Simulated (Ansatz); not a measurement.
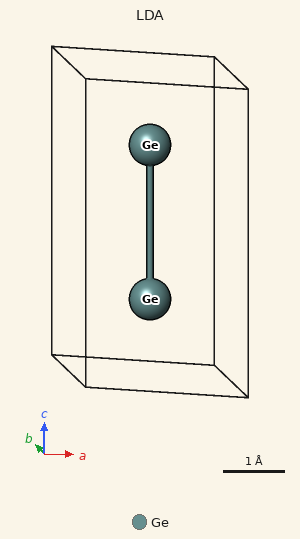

Solid Ge (set up in Cmcm), relaxed (cell and atoms) with several functionals. The picture shows the result with LDA. A ball-and-stick model of the cell of the calculation, seen slightly off an axis.

Computed with Ansatz 0.2.0: Ansatz PAW. Settings: plane-wave cutoff 420 eV; k-point mesh 10 × 10 × 6; occupations fermi-dirac; smearing width 0.05 eV; no spin polarisation; cell and atoms relaxed; force threshold 0.01 eV/Å.

| functional | volume (Å³/atom) | a (Å) | c (Å) |
| --- | --- | --- | --- |
| LDA | 17.919 | 2.828 | 5.175 |
| r2SCAN | ? | ? | ? |
| PBE | 19.292 | 3.031 | 4.887 |
| PBEsol | 18.355 | 2.850 | 5.219 |

**Estimate the missing row from the others, and compare with the calculation.**

With r2SCAN the volume falls between PBEsol (18.355) and PBE (19.292). The calculation gives 18.652 Å³/atom (a = 2.870 Å, c = 5.229 Å). In order of volume: LDA < PBEsol < r2SCAN < PBE; the spread is 7.7 %.
